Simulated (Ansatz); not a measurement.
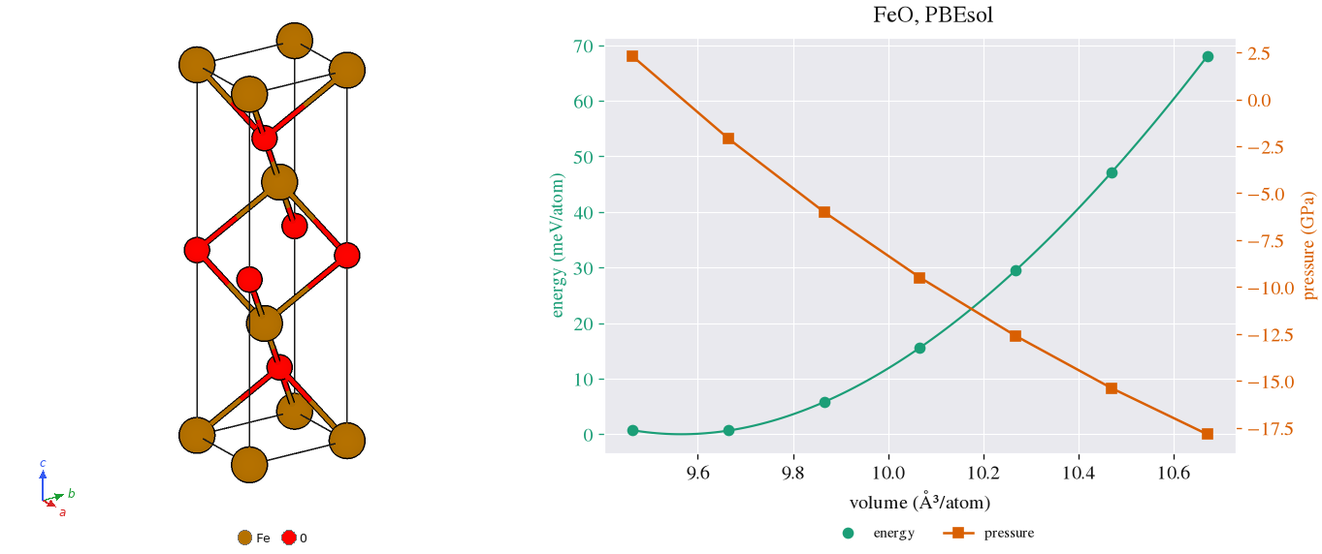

How it was computed, with Ansatz 0.2.0: all-electron LAPW DFT, collinear spins; energies at scaled volumes of the given cell, shape and fractions fixed, counted from the fit's minimum, third-order Birch-Murnaghan fit. Level: PBEsol, collinear spin.

k mesh 11×11×11; occupations Fermi–Dirac; smearing width 0.05 eV; potentials all electron LAPW, scalar relativistic; program settings basis error eV/atom 0.0005.

Cell as given: a = 3.070 Å, b = 3.070 Å, c = 3.070 Å, α = 59.31°, β = 59.31°, γ = 59.31°; 2 atoms.

Figure. Energy and pressure against volume for FeO, space group R-3m (No. 166). The conventional cell is drawn beside the plot.

A third-order Birch–Murnaghan fit gives V0 = 9.56 Å³/atom, B0 = 208 GPa and B′ = 4.5. The energy is 0.73 meV/atom at volume 9.46 Å³/atom and 67.99 meV/atom at 10.67 Å³/atom; the lowest computed point is at volume 9.66 Å³/atom (0.65 meV/atom). The pressure falls from 2.29 GPa at volume 9.46 Å³/atom to −17.84 GPa at 10.67 Å³/atom, and changes sign near 9.57 Å³/atom.

Keep in mind: shape and atomic fractions are frozen while scaling, which makes layered, chain and framework solids too stiff.
